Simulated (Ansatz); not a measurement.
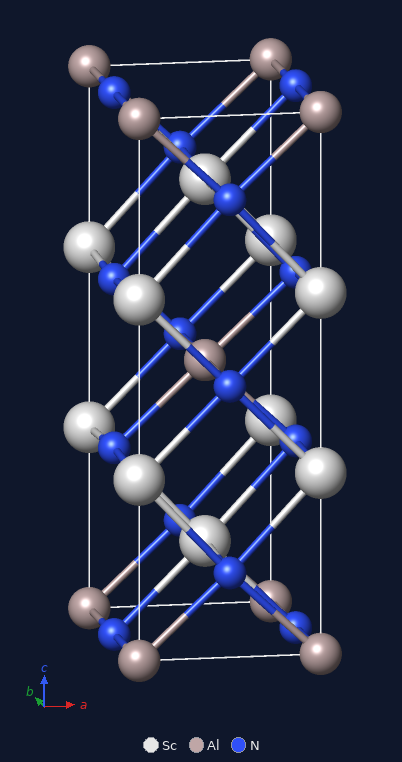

A ball-and-stick rendering, viewed slightly off an axis. Thin lines show the conventional unit cell, with boundary atoms drawn in all their periodic places. Cell: a = 3.08 Å, b = 4.46 Å, c = 9.23 Å, α = 90.00°, β = 90.00°, γ = 90.00°.

It derives from a structure type filled with these elements by a generator (whether the compound takes this form wasn't checked). Earlier steps of the study may have refined or changed the cell and positions. Ansatz was used for an electronic-structure calculation on it.

**Caption:**

Its composition is Sc2AlN3. The symmetry is that of Immm (No. 71), on a body-centred orthorhombic lattice. Atoms per cell: 12 (4 Sc, 2 Al, 6 N). Each Sc atom is coordinated by six N in an octahedral arrangement at about 2.2 to 2.3 Å. Al is linked to six N in an octahedral arrangement at about 2.1 to 2.2 Å. Each N atom is coordinated by four Sc and two Al in a distorted octahedral arrangement (about 2.2 to 2.3 Å to Sc, 2.1 to 2.2 Å to Al). The bonds build a three-dimensional framework.

Theory: Ansatz, DFT PBE, scalar-relativistic, plane waves, PAW. Numerical settings: plane-wave cutoff 420 eV, k-points about 0.18 Å⁻¹ apart, Gaussian smearing of 0.02 eV, no spin polarisation.

**Predict the gap.**

A semiconductor at this level, with a gap of 0.53 eV, indirect.

**Give the Bader charge of each element.**

Sc +1.82 e; Al +2.42 e; N -2.05 to -1.97 e.

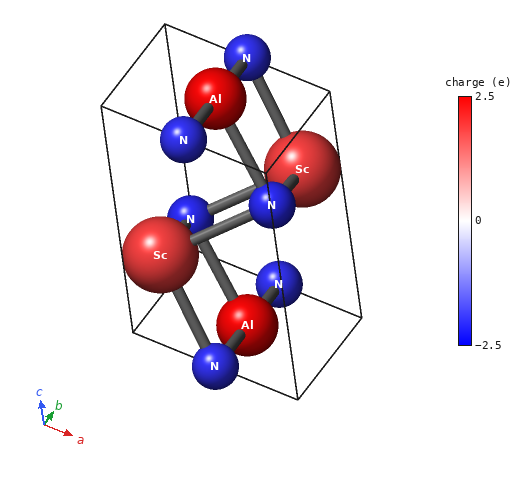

The atoms coloured by those charges. The run's cell of 6 atoms is drawn in a reduced setting, so axes and origin can differ from the first picture.

**Does the calculation find this structure at rest?**

Yes. All forces vanish to within 0.01 eV/Å. The pressure is 0.0 GPa, close to zero.
